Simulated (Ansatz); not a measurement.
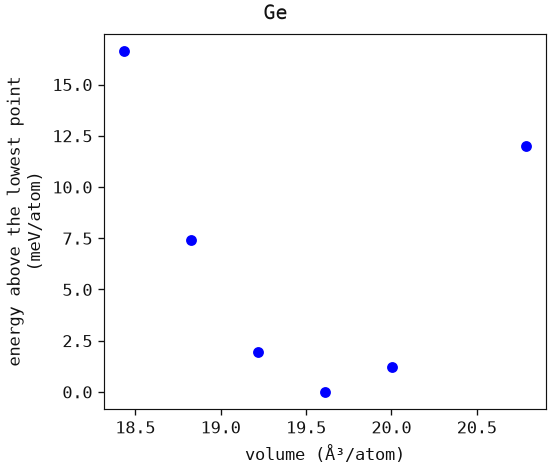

Plotted: energy above the lowest point against volume for Ge, space group Fm-3m (No. 225) (one of a set of cubic test structures, which need not be the stable phase).

Calculation (Ansatz 0.2.0 development build): equation of state of a cubic crystal from periodic Kohn-Sham density functional theory without spin, third-order Birch-Murnaghan fit to the free energies; pressure corrected for the finite basis. Level: PBE.

| setting | value |
| --- | --- |
| structure type | fcc |
| atoms in cell | 1 |
| space group number | 225 |
| lattice centring | face-centred primitive |
| k mesh | 15×15×15 |
| occupation method | Fermi–Dirac |
| occupation width | 0.06123 eV |
| wave cutoff | 420 eV |
| datasets | soft-1 PAW |
| density tolerance | 1e−07 eV |
| bands | 11 |
| density cutoff ratio | 4 |
| search for lower states | default |

The point at volume 20.40 Å³/atom is left out of the plot. What does the calculation give there?

```tsv
volume (Å³/atom)	energy above the lowest point (meV/atom)
20.40	5.3
```

Limits of the calculation: cubic model structure, not the ambient form; modest k-mesh, values are not fully converged in k.
